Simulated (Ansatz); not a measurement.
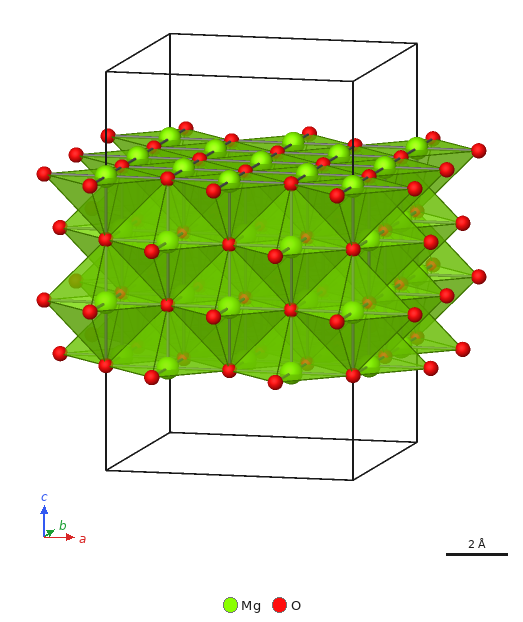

Figure 1. The input geometry (polyhedral view of the 2 × 2 repeat of the cell, with the vacuum cut short, seen slightly off an axis; polyhedra are completed across the faces of the cell). An atom can appear more than once, as a periodic image.

**Run report: MgO, geometry relaxation (part 1 of 2)**

- system: MgO (slab, 16 atoms in the cell)
- method: DFT PBE+D3(BJ), scalar-relativistic, plane waves, PAW, no spin polarisation (Ansatz 0.2.0)

The structure derives from an entry of the Crystallography Open Database. The input holds or restrains some coordinates. Forces given for the steps count only the free coordinates.

Input
```yaml
crystal:
  lattice:
    - [4.2080239479, 0.0, 0.0]
    - [0.0, 4.2080239479, 0.0]
    - [0.0, 0.0, 23.3120359218]
  atoms:
    - { symbol: Mg, position: [0.0, 0.5, 0.3646185185] }
    - { symbol: Mg, position: [0.5, 0.0, 0.3646185185] }
    - { symbol: O, position: [0.0, 0.0, 0.3646185185] }
    - { symbol: O, position: [0.5, 0.5, 0.3646185185] }
    - { symbol: Mg, position: [0.5, 0.5, 0.4548728395] }
    - { symbol: Mg, position: [0.0, 0.0, 0.4548728395] }
    - { symbol: O, position: [0.5, 0.0, 0.4548728395] }
    - { symbol: O, position: [0.0, 0.5, 0.4548728395] }
    - { symbol: Mg, position: [0.0, 0.5, 0.5451271605] }
    - { symbol: Mg, position: [0.5, 0.0, 0.5451271605] }
    - { symbol: O, position: [0.0, 0.0, 0.5451271605] }
    - { symbol: O, position: [0.5, 0.5, 0.5451271605] }
    - { symbol: Mg, position: [0.5, 0.5, 0.6353814815] }
    - { symbol: Mg, position: [0.0, 0.0, 0.6353814815] }
    - { symbol: O, position: [0.5, 0.0, 0.6353814815] }
    - { symbol: O, position: [0.0, 0.5, 0.6353814815] }
basis:
  ecutwfc: 420
kpoints:
  mp_grid: { grid: [6, 6, 1] }
hamiltonian:
  xc: pbe
  dispersion: d3bj
scf:
  occupations: { method: gaussian, width: 0.05 }
output:
  forces: true
  eigenvalues: true
  write_density: true
  write_potential: true
  elf: true
  volumetric_format: npy
relax:
  adjacent_minimum: "off"
  f_tol: 0.03
  max_steps: 70
  constraints: [{ sites: [0, 1, 2, 3, 4, 5, 6, 7] }]
efield:
  axis: 3
  dipole_correction: true
```

Command:
```bash
ansatz run input.yaml --threads 4 --pin off --max-ram 10240MiB --backend cpu --events-out ev --progress --plain --runs-dir out
```

Log
```
Engine: ansatz 0.2.0, aarch64-unknown-linux-gnu
Pseudopotentials: kind: paw
Pseudopotential: Mg, paw, valence charge 10, recommended cutoff 420 eV (normal), Mg.paw.azcp
Pseudopotential: O, paw, valence charge 6, recommended cutoff 420 eV (normal), O.paw.azcp
Functional definition: PBE
  parameter kappa = 0.804
  parameter beta = 0.06672455060314922
  exchange = pbe_x(kappa = kappa, mu = beta*pi^2/3)
  correlation = pbe_c(beta = beta)
Crystal: 16 atoms, lattice volume = 412.797 Å³
Basis set: ecut = 420 eV, 7993 PW (Γ), exchange–correlation on 60×60×320 points (8 copies of the dense FFT grid, shifted against one another)
Bands: 80, of which v1, the nominal top of the filled ones, is band 64 counted from 1 (63 counted from 0)
Symmetry: 16 space group operations
k-points: 10 of 36
Non-local potential: Mg, projectors of the file, l = 0: 3, l = 1: 2, l = 2: 1
Non-local potential: O, projectors of the file, l = 0: 2, l = 1: 2, l = 2: 1
PAW form: soft (Blöchl's): semilocal exchange-correlation on the pseudo side does not see the compensation charge
PAW one-centre angular grid: Mg, 110 points (default); XC on 64 Gauss nodes
PAW one-centre angular grid: O, 110 points (default); XC on 64 Gauss nodes
Initial density: superposition of atomic densities (neutral atoms: chi_scale 0, normalization atom), corrected by the library's trained network
Initial wavefunctions: pseudopotential atomic-orbital guess
Functional: x = pbe(κ = 0.804, μ = 0.2195149727645171), c = pbe(β = 0.06672455060314922)
SCF iter   1: F=—  HF=-19954.688263 eV  |F-HF|=—  |Δ(HF+E_count)|=         —  Δρ=1.08e-3  dr2=1.15e-2  ethr=1.77e-3  p=-0.000 e·Å  D=-7.38e-14 V/Å  ΔV_dip=0.00 eV  dr2_dipole=5.01e-8  V_vac-E_F(+/−)=3.44/3.44 eV  ⟨swp⟩=7.8  Hψ=3722  notcnv=0  defer=28
efield: sawtooth ramp at fractional position 0.9500 (placed from the atoms, in the widest stretch of the axis that holds none; the zero of the levels goes with the place), width 0.1000; the density the first Hamiltonian is built on has a dipole p = -0.000 e·Å; the dipole correction subtracts the counter field D = -7.38e-14 V/Å, which shifts the + side's vacuum level by +0.00 eV against the − side's; the planar-averaged density in the ramp window peaks in size at 3.9e-5 e/Å³
preconditioner: auto → Resta (q_TF=auto, 2.245 Å⁻¹)  ε∞=2.2  [insulator: Δε(μ)=3.447 eV  Ē_g=13.131 eV  σ=0.050 eV  W_gap=1.00  n_scr=88 (ndim 8)  ℏωp=14.6 eV  f_vac=0.597  D(μ)=0.00/eV (n_scr^D=0)  ε∞_Penn≈2.2  vacuum switching on, ρ_ref=1.3e-2 e/Å³]
SCF iter   2: F=—  HF=-19954.683492 eV  |F-HF|=—  |Δ(HF+E_count)|=   4.77e-3  Δρ=6.44e-4  dr2=1.82e-3  ethr=9.01e-6  p=0.000 e·Å  D=4.82e-5 V/Å  ΔV_dip=-0.00 eV  dr2_dipole=2.63e-8  V_vac-E_F(+/−)=3.30/3.30 eV  ⟨swp⟩=2.9  Hψ=1339  notcnv=0  defer=102
SCF iter   3: F=—  HF=-19954.684018 eV  |F-HF|=—  |Δ(HF+E_count)|=   5.26e-4  Δρ=3.90e-4  dr2=5.49e-4  ethr=1.42e-6  p=-0.000 e·Å  D=-5.14e-6 V/Å  ΔV_dip=0.00 eV  dr2_dipole=5.31e-10  V_vac-E_F(+/−)=3.22/3.22 eV  ⟨swp⟩=2.2  Hψ=1083  notcnv=0  defer=102
SCF iter   4: F=—  HF=-19954.684005 eV  |F-HF|=—  |Δ(HF+E_count)|=   1.34e-5  Δρ=1.23e-4  dr2=4.60e-5  ethr=4.29e-7  p=-0.000 e·Å  D=-7.49e-6 V/Å  ΔV_dip=0.00 eV  dr2_dipole=7.29e-10  V_vac-E_F(+/−)=3.20/3.20 eV  ⟨swp⟩=2.0  Hψ=1054  notcnv=0  defer=103
iter 5 did not close the SCF: its close was put off for the readings that it lacked (scf_convergence_deferred on its scf_iter line)
SCF iter   5: F=-19954.684026 eV  HF=-19954.684025 eV  |F-HF|=1.03e-6  |Δ(HF+E_count)|=   2.06e-5  Δρ=2.00e-5  dr2=1.63e-6  ethr=3.59e-8  p=0.000 e·Å  D=7.46e-6 V/Å  ΔV_dip=-0.00 eV  dr2_dipole=6.74e-10  V_vac-E_F(+/−)=3.18/3.18 eV  ⟨swp⟩=2.0  Hψ=965  notcnv=0  defer=103
SCF iter   6: F=-19954.684026 eV  HF=-19954.684026 eV  |F-HF|=5.10e-7  |Δ(HF+E_count)|=   6.66e-7  Δρ=7.81e-6  dr2=1.79e-7  ethr=1.27e-9  p=0.000 e·Å  D=3.06e-7 V/Å  ΔV_dip=-0.00 eV  dr2_dipole=7.06e-13  V_vac-E_F(+/−)=3.18/3.18 eV  ⟨swp⟩=31.6  Hψ=7710  notcnv=0
SCF 1 converged in 6 iterations: F = -19954.684026 eV  dr2 = 1.79e-7
  greatest PAW one-centre occupation: 1.000 electrons in one spin orbital (limit 2), on the Mg atom at site 5 (counted from 0), in its partial waves of l = 0
relax step   1: F+E_penalty+E_count = -19954.68402636 eV  Δ(F+E_penalty+E_count) = +0.000e0 eV  max|allowed force component| = 5.333e-1 eV/Å  Δτ_max = 0.0000 Å  (6 SCF iters, dr2 threshold 2.25e-5 eV, accepted)
Initial density: handed on by an earlier stage of this run
Initial wavefunctions: those handed on with the density
iter 1 solved again at ethr=1.88e-5 eV; its pass at ethr=3.10e-3 eV (dr2=2.41e-2 eV) is discarded
SCF iter   1: F=—  HF=-19954.718512 eV  |F-HF|=—  |Δ(HF+E_count)|=         —  Δρ=1.16e-3  dr2=2.45e-2  ethr=1.88e-5  p=0.000 e·Å  D=6.07e-7 V/Å  ΔV_dip=-0.00 eV  dr2_dipole=1.92e-3  V_vac-E_F(+/−)=3.18/3.18 eV  ⟨swp⟩=2.0  Hψ=2128  notcnv=0  defer=101
efield: sawtooth ramp at fractional position 0.9500 (handed on by an earlier solve), width 0.1000; the density the first Hamiltonian is built on has a dipole p = 0.000 e·Å; the dipole correction subtracts the counter field D = 6.07e-7 V/Å, which shifts the + side's vacuum level by -0.00 eV against the − side's; the planar-averaged density in the ramp window peaks in size at 8.8e-6 e/Å³
preconditioner: auto → Resta (q_TF=auto, 2.245 Å⁻¹)  ε∞=2.2  [insulator: Δε(μ)=3.367 eV  Ē_g=13.100 eV  σ=0.050 eV  W_gap=1.00  n_scr=88 (ndim 8)  ℏωp=14.6 eV  f_vac=0.597  D(μ)=0.00/eV (n_scr^D=0)  ε∞_Penn≈2.2  vacuum switching on, ρ_ref=1.2e-2 e/Å³]
SCF iter   2: F=—  HF=-19954.710539 eV  |F-HF|=—  |Δ(HF+E_count)|=   7.97e-3  Δρ=4.12e-4  dr2=2.01e-3  ethr=1.88e-5  p=-0.023 e·Å  D=-9.95e-3 V/Å  ΔV_dip=0.23 eV  dr2_dipole=1.06e-4  V_vac-E_F(+/−)=3.39/3.16 eV  ⟨swp⟩=2.2  Hψ=963  notcnv=0  defer=101
SCF iter   3: F=—  HF=-19954.707795 eV  |F-HF|=—  |Δ(HF+E_count)|=   2.74e-3  Δρ=1.74e-4  dr2=1.07e-4  ethr=1.57e-6  p=-0.030 e·Å  D=-1.31e-2 V/Å  ΔV_dip=0.30 eV  dr2_dipole=5.23e-8  V_vac-E_F(+/−)=3.45/3.15 eV  ⟨swp⟩=2.3  Hψ=1022  notcnv=0  defer=101
SCF iter   4: F=-19954.707772 eV  HF=-19954.707772 eV  |F-HF|=4.47e-8  |Δ(HF+E_count)|=   2.31e-5  Δρ=6.54e-5  dr2=1.22e-5  ethr=1.39e-8  p=-0.030 e·Å  D=-1.32e-2 V/Å  ΔV_dip=0.31 eV  dr2_dipole=7.44e-11  V_vac-E_F(+/−)=3.46/3.15 eV  ⟨swp⟩=24.5  Hψ=8437  notcnv=0
SCF 2 converged in 4 iterations: F = -19954.707772 eV  dr2 = 1.22e-5
relax step   2: F+E_penalty+E_count = -19954.70777240 eV  Δ(F+E_penalty+E_count) = -2.375e-2 eV  max|allowed force component| = 1.212e-1 eV/Å  Δτ_max = 0.0286 Å  (4 SCF iters, dr2 threshold 1.78e-5 eV, accepted)
SCF iter   1: F=—  HF=-19954.713082 eV  |F-HF|=—  |Δ(HF+E_count)|=         —  Δρ=5.28e-4  dr2=3.71e-3  ethr=2.99e-5  p=-0.030 e·Å  D=-1.32e-2 V/Å  ΔV_dip=0.31 eV  dr2_dipole=5.48e-4  V_vac-E_F(+/−)=3.46/3.15 eV  ⟨swp⟩=2.0  Hψ=1280  notcnv=0  defer=91
efield: sawtooth ramp at fractional position 0.9500 (handed on by an earlier solve), width 0.1000; the density the first Hamiltonian is built on has a dipole p = -0.030 e·Å; the dipole correction subtracts the counter field D = -1.32e-2 V/Å, which shifts the + side's vacuum level by +0.31 eV against the − side's; the planar-averaged density in the ramp window peaks in size at 8.7e-6 e/Å³
preconditioner: auto → Resta (q_TF=auto, 2.245 Å⁻¹)  ε∞=2.2  [insulator: Δε(μ)=3.405 eV  Ē_g=13.172 eV  σ=0.050 eV  W_gap=1.00  n_scr=88 (ndim 8)  ℏωp=14.6 eV  f_vac=0.597  D(μ)=0.00/eV (n_scr^D=0)  ε∞_Penn≈2.2  vacuum switching on, ρ_ref=1.3e-2 e/Å³]
SCF iter   2: F=—  HF=-19954.711821 eV  |F-HF|=—  |Δ(HF+E_count)|=   1.26e-3  Δρ=1.77e-4  dr2=2.71e-4  ethr=2.90e-6  p=-0.042 e·Å  D=-1.82e-2 V/Å  ΔV_dip=0.42 eV  dr2_dipole=2.15e-5  V_vac-E_F(+/−)=3.56/3.13 eV  ⟨swp⟩=2.0  Hψ=1115  notcnv=0  defer=91
SCF iter   3: F=—  HF=-19954.709657 eV  |F-HF|=—  |Δ(HF+E_count)|=   2.16e-3  Δρ=5.49e-5  dr2=9.68e-6  ethr=2.11e-7  p=-0.044 e·Å  D=-1.94e-2 V/Å  ΔV_dip=0.45 eV  dr2_dipole=4.58e-8  V_vac-E_F(+/−)=3.58/3.13 eV  ⟨swp⟩=3.4  Hψ=1572  notcnv=0  defer=91
SCF iter   4: F=—  HF=-19954.709656 eV  |F-HF|=—  |Δ(HF+E_count)|=   8.38e-7  Δρ=2.16e-5  dr2=1.56e-6  ethr=7.18e-10  p=-0.044 e·Å  D=-1.93e-2 V/Å  ΔV_dip=0.45 eV  dr2_dipole=4.18e-8  V_vac-E_F(+/−)=3.58/3.13 eV  ⟨swp⟩=22.1  Hψ=8039  notcnv=0
SCF iter   5: F=-19954.709656 eV  HF=-19954.709656 eV  |F-HF|=3.13e-8  |Δ(HF+E_count)|=   2.86e-7  Δρ=5.63e-6  dr2=9.91e-8  ethr=7.18e-10  p=-0.044 e·Å  D=-1.92e-2 V/Å  ΔV_dip=0.45 eV  dr2_dipole=5.68e-9  V_vac-E_F(+/−)=3.57/3.13 eV  ⟨swp⟩=15.8  Hψ=6602  notcnv=0
SCF 3 converged in 5 iterations: F = -19954.709656 eV  dr2 = 9.91e-8
  Residual-converged pass: ⟨swp⟩=1.2  Hψ=842  notcnv=0  max |occ|·‖R‖ = 7.0e-9 eV (tolerance 1.0e-8 eV)  dr2=9.91e-8  dr2_onsite=8.79e-9  max |Δocc| = 0.0e0
relax step   3: F+E_penalty+E_count = -19954.70965625 eV  Δ(F+E_penalty+E_count) = -1.884e-3 eV  max|allowed force component| = 3.204e-2 eV/Å  Δτ_max = 0.0117 Å  (5 SCF iters, dr2 threshold 9.19e-7 eV, accepted)
SCF iter   1: F=—  HF=-19954.712191 eV  |F-HF|=—  |Δ(HF+E_count)|=         —  Δρ=2.64e-4  dr2=4.88e-4  ethr=1.17e-5  p=-0.044 e·Å  D=-1.92e-2 V/Å  ΔV_dip=0.45 eV  dr2_dipole=3.09e-5  V_vac-E_F(+/−)=3.57/3.13 eV  ⟨swp⟩=2.4  Hψ=1311  notcnv=0  defer=86
efield: sawtooth ramp at fractional position 0.9500 (handed on by an earlier solve), width 0.1000; the density the first Hamiltonian is built on has a dipole p = -0.044 e·Å; the dipole correction subtracts the counter field D = -1.92e-2 V/Å, which shifts the + side's vacuum level by +0.45 eV against the − side's; the planar-averaged density in the ramp window peaks in size at 8.6e-6 e/Å³
preconditioner: auto → Resta (q_TF=auto, 2.245 Å⁻¹)  ε∞=2.2  [insulator: Δε(μ)=3.377 eV  Ē_g=13.192 eV  σ=0.050 eV  W_gap=1.00  n_scr=88 (ndim 8)  ℏωp=14.6 eV  f_vac=0.597  D(μ)=0.00/eV (n_scr^D=0)  ε∞_Penn≈2.2  vacuum switching on, ρ_ref=1.3e-2 e/Å³]
SCF iter   2: F=—  HF=-19954.712047 eV  |F-HF|=—  |Δ(HF+E_count)|=   1.44e-4  Δρ=1.13e-4  dr2=6.16e-5  ethr=3.81e-7  p=-0.046 e·Å  D=-2.03e-2 V/Å  ΔV_dip=0.47 eV  dr2_dipole=3.10e-7  V_vac-E_F(+/−)=3.59/3.12 eV  ⟨swp⟩=2.0  Hψ=1111  notcnv=0  defer=86
SCF iter   3: F=—  HF=-19954.709941 eV  |F-HF|=—  |Δ(HF+E_count)|=   2.11e-3  Δρ=4.44e-5  dr2=6.21e-6  ethr=4.81e-8  p=-0.046 e·Å  D=-2.03e-2 V/Å  ΔV_dip=0.47 eV  dr2_dipole=1.03e-7  V_vac-E_F(+/−)=3.59/3.12 eV  ⟨swp⟩=2.0  Hψ=1340  notcnv=0  defer=86
SCF iter   4: F=—  HF=-19954.709942 eV  |F-HF|=—  |Δ(HF+E_count)|=   7.62e-7  Δρ=2.21e-5  dr2=1.72e-6  ethr=4.85e-9  p=-0.046 e·Å  D=-2.01e-2 V/Å  ΔV_dip=0.47 eV  dr2_dipole=6.24e-9  V_vac-E_F(+/−)=3.59/3.12 eV  ⟨swp⟩=2.9  Hψ=1102  notcnv=0  defer=86
iter 5 did not close the SCF: its close was put off until two iterations running show no level that it waits for move by more than its bar (scf_convergence_deferred on its scf_iter line)
SCF iter   5: F=-19954.709942 eV  HF=-19954.709942 eV  |F-HF|=3.38e-8  |Δ(HF+E_count)|=   9.11e-8  Δρ=5.52e-6  dr2=8.26e-8  ethr=7.81e-11  p=-0.046 e·Å  D=-2.01e-2 V/Å  ΔV_dip=0.47 eV  dr2_dipole=4.33e-10  V_vac-E_F(+/−)=3.59/3.12 eV  ⟨swp⟩=18.2  Hψ=6903  notcnv=0
iter 6 did not close the SCF: its close was put off until two iterations running show no level that it waits for move by more than its bar (scf_convergence_deferred on its scf_iter line)
SCF iter   6: F=-19954.709942 eV  HF=-19954.709942 eV  |F-HF|=3.22e-9  |Δ(HF+E_count)|=   2.67e-9  Δρ=1.59e-6  dr2=1.02e-8  ethr=6.45e-11  p=-0.046 e·Å  D=-2.01e-2 V/Å  ΔV_dip=0.47 eV  dr2_dipole=2.78e-11  V_vac-E_F(+/−)=3.59/3.12 eV  ⟨swp⟩=10.3  Hψ=5358  notcnv=0
SCF iter   7: F=-19954.709942 eV  HF=-19954.709942 eV  |F-HF|=1.36e-9  |Δ(HF+E_count)|=   6.80e-9  Δρ=1.02e-6  dr2=3.01e-9  ethr=7.97e-12  p=-0.046 e·Å  D=-2.01e-2 V/Å  ΔV_dip=0.47 eV  dr2_dipole=8.96e-14  V_vac-E_F(+/−)=3.59/3.12 eV  ⟨swp⟩=7.0  Hψ=4942  notcnv=0
SCF 4 converged in 7 iterations: F = -19954.709942 eV  dr2 = 3.01e-9
relax step   4: F+E_penalty+E_count = -19954.70994190 eV  Δ(F+E_penalty+E_count) = -2.857e-4 eV  max|allowed force component| = 8.821e-3 eV/Å  Δτ_max = 0.0060 Å  (7 SCF iters, accepted)
```

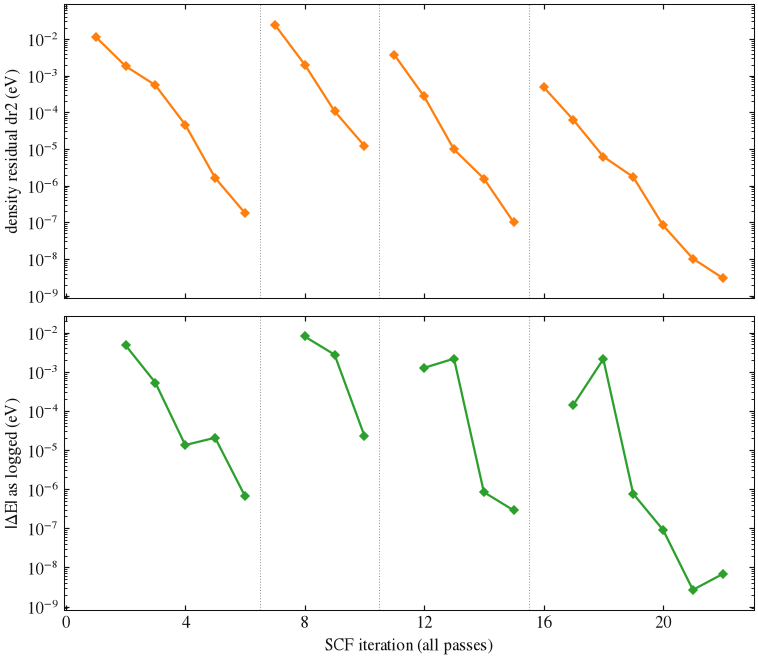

Figure 2. Convergence of the self-consistent field: density residual dr2 and size of the energy change against the SCF iteration. The dotted lines part the SCF passes of the relaxation: geometry steps, rejected trials and re-solves on a re-selected basis. The passes take 6, 4, 5 and 7 iterations.

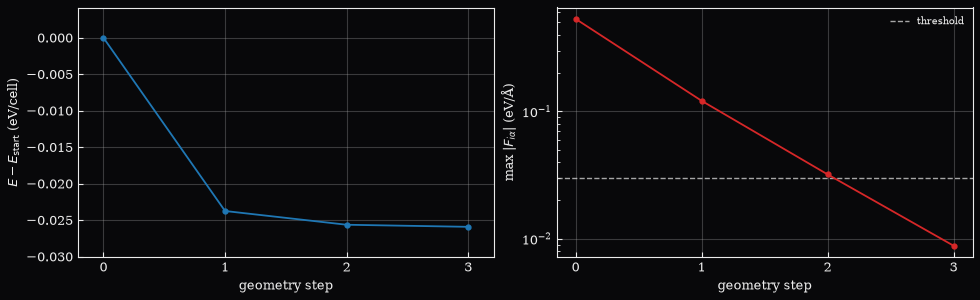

Figure 3. Progress of the restrained relaxation, step by step (the first geometry is step 0 here and step 1 in the log).

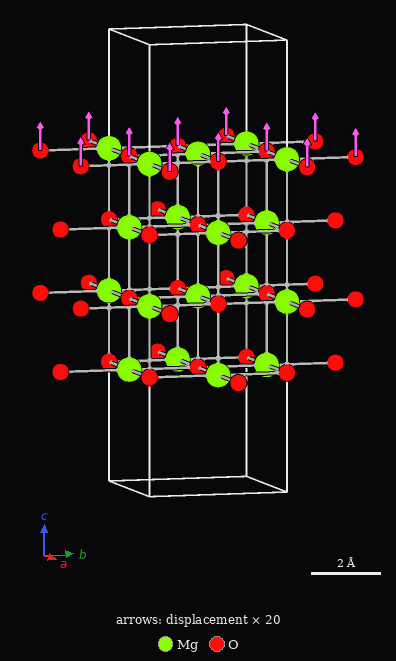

Figure 4. The starting structure with the displacements as pink arrows, magnified 20 times (ball-and-stick view of the cell of the calculation, with the vacuum cut short, with bonded neighbours outside it, seen slightly off an axis). The largest moves, 0.045 Å, are those of O15 and O16. By element the largest moves are O 0.045 Å, Mg 0.009 Å. The cell stays as it was. Among the contacts that change: Mg10–O15 2.104 → 2.141 Å. Among the angles that change: O15–Mg13–O15 180.0° → 177.3°, Mg13–O15–Mg13 180.0° → 177.3°. The energy falls by 25.9 meV per cell of the calculation in 3 geometry steps. The largest force component goes from 0.53 to 0.0088 eV/Å. (Atoms are counted from 1 in the order of the input.)

```
WARN: The output density's exchange-correlation potential varies sharply where the density is thin. Do not read a vacuum level from v_tot or v_xc, or from such a field of the output density. On a cell that repeats whose density bears no net charge and no dipole along the vacuum's axis use v_es (v_loc + v_h of the components); under efield.dipole_correction with no amplitude use v_es + v_field, which holds any external_charges[].barrier, or the levels of the report's work_function block, which leave it out; under a non-zero efield.amplitude the vacuum is tilted and has no level; on a cell that repeats and bears such a dipole with no correction it is tilted too, and efield.dipole_correction with no amplitude gives each side of its ramp a level where efield: is served; in a cell that repeats whose density bears a net charge (total_charge, or a fill off its count) it is curved and has none; of a slab under crystal.periodic whose density bears no net charge use v_es, which has a level on each side, short of where the two are joined; of another it falls or rises all the way out and has none; of a slab beside external_charges read slab_vacuum_level instead, which it has where they leave it neutral. The grid or the basis barely resolves most such structure, and the values can differ between equally converged runs; as a rule a tighter scf.convergence.dr2_threshold does not remove it. Where the density itself ripples (under the LDA too) a higher basis.ecutwfc lessens it. The files hold the spikes' plane waves up to the density's cutoff. Files: v_tot_of_output_density and the like, and their columns of v_z.tsv (output.write_potential); v_xc_of_output_density and the like, and their columns of v_comp_z.tsv (output.write_potential_components). Measured: with its Gaussian average of σ = 0.25 Å subtracted twice, the exchange-correlation potential is over 0.1 eV at 102 of the grid points where the equally averaged density (valence and model cores) is under 1e-3 e/Å³, and 0.427 eV at the most among them, at an averaged density of 3.0e-7 e/Å³. The input density's (outcome.potential() and, of a run that writes arrays, v_tot and v_xc) is over 0.1 eV, so measured, at 88 points of its own thin density, 0.728 eV at the most. See output.write_potential in the manual, Limitations
SCF converged after 7 iterations
Free energy (F): -19954.709942 eV
Harris-Foulkes:  -19954.709942 eV  (|F-HF|=1.36e-9)
Internal energy: -19954.709942 eV  (E = F + TS)
E sigma→0 (E₀):  -19954.709942 eV
Fermi energy:    1.423693 eV
Dipole field:    D = -0.020071 V/Å  (p = -0.045786 e·Å, saw-weighted, corrected)
Work function:   Φ+ = 3.5869 eV   Φ− = 3.1190 eV
```
